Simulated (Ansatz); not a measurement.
**Hf$_{4}$O$_{7}$: density, localisation and related maps**

Input

```
crystal:
  lattice:
    - [5.08, 0.0, 0.0]
    - [0.0, 5.08, 0.0]
    - [0.0, 0.0, 5.08]
  atoms:
    - { symbol: Hf, position: [0.0099834195, -0.0027515986, 0.0001938199] }
    - { symbol: Hf, position: [0.0024065922, 0.4953410057, 0.5000121983] }
    - { symbol: Hf, position: [0.4999947418, -0.0103625451, 0.5060097914] }
    - { symbol: Hf, position: [0.5035462511, 0.4963065218, -0.0010130803] }
    - { symbol: O, position: [0.2529840514, 0.2484565566, 0.7485664424] }
    - { symbol: O, position: [0.2414178657, 0.7532750806, 0.2507315801] }
    - { symbol: O, position: [0.2516208263, 0.7409850913, 0.7597482265] }
    - { symbol: O, position: [0.7509114303, 0.2477137405, 0.26198271] }
    - { symbol: O, position: [0.7497319723, 0.2414329998, 0.7476069221] }
    - { symbol: O, position: [0.7364863281, 0.7561972237, 0.247540506] }
    - { symbol: O, position: [0.7456148414, 0.756333485, 0.7402495536] }
scf:
  occupations: { method: gaussian, width: 0.05 }
output:
  forces: true
  stress: true
  eigenvalues: true
  write_density: true
  write_potential: true
  elf: true
  volumetric_format: npy
hamiltonian:
  xc: pbe
basis:
  ecutwfc: 500
kpoints:
  mp_grid: { grid: [6, 6, 6] }
relax:
  f_tol: 0.005
  max_steps: 120
  cell: { stress_tol: 0.1 }
```

Command:

```sh
ansatz run input.yaml --threads 4 --pin off --max-ram 8192MiB --backend cpu --events-out ev --progress --plain --runs-dir out
```

Below, planes, directions and counts refer to the conventional cell (a = 7.25 Å, b = 7.25 Å, c = 8.77 Å, α = 89.99°, β = 90.00°, γ = 119.99°).

The fields are those of the relaxed geometry.

Space group R3m; a generated structure, not necessarily the stable one.

Theory: DFT PBE, scalar-relativistic, plane waves, PAW (Ansatz).

In a PAW calculation such maps are meaningful between the atoms, not at the nuclei.

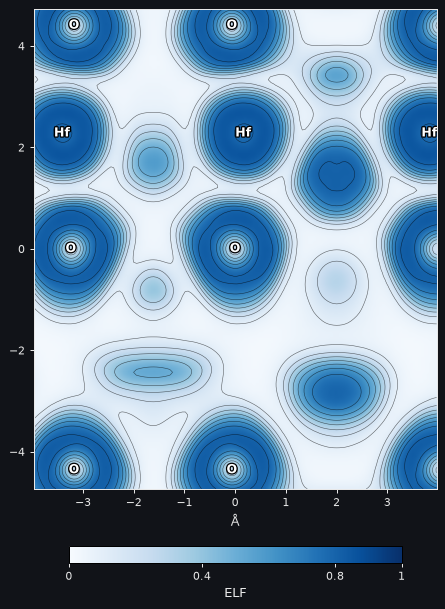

Figure 1. Electron localisation function on the (010) plane of the conventional cell.

Describe what can be read from this map.

- The section cuts through Hf and O sites.
- Atoms just off the plane (Hf, 0.9 Å away and O, 0.6 Å away) can leave unmarked features too.
- Hf–O (2.29 Å): the ELF peaks at about 0.85 in the valence shell of O, 0.6 Å from its nucleus, and drops to about 0.15 between the two atoms; no localised pair shows between them.
- The features right at Hf lie inside the PAW spheres, where the map follows smoothed inner orbitals and isn't to be read closely.

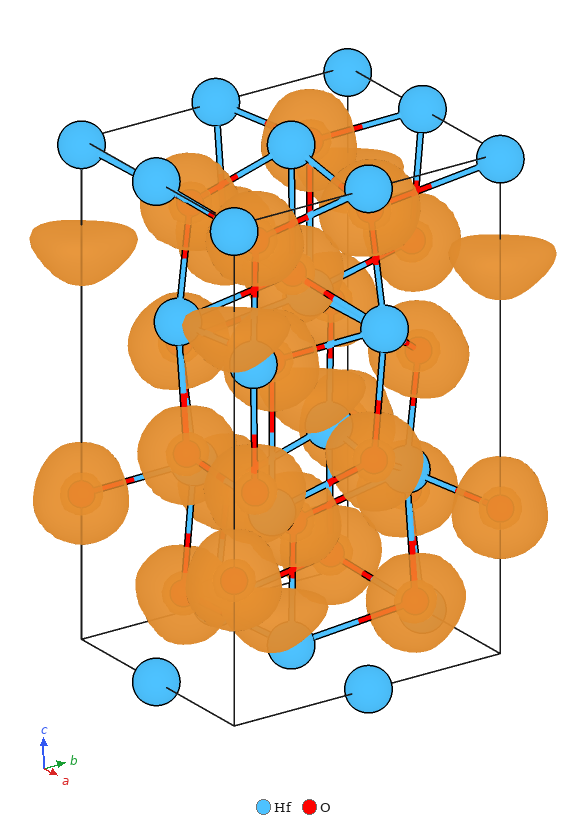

Figure 2. Isosurface of the electron localisation function at 0.7 (orange), seen slightly off an axis. Core shells and regions of very low density are left out. Sticks mark near contacts.

Where are the electrons localised?

At this value the surface marks out 21 regions wrapped around O (the valence shell of each) and three pockets between the atoms, centred on no nucleus (multi-centre or interstitial), counted in one cell of 33 atoms. Any copies at cell faces, edges or corners count once.


Hf–O (2.02 Å): the ELF peaks at about 0.85 in the valence shell of O, 0.6 Å from its nucleus, and drops to about 0.20 between the two atoms: no localised pair shows between them. Hf–O (2.10 Å): the ELF peaks at about 0.85 in the valence shell of O, 0.6 Å from its nucleus, and drops to about 0.20 between the two atoms (no shared electron pair shows on this line).

Does the calculation make it a metal, or give it a gap?

It is gapped, with a Kohn–Sham gap of 0.90 eV on the k-point mesh, an upper bound to the gap of this method.
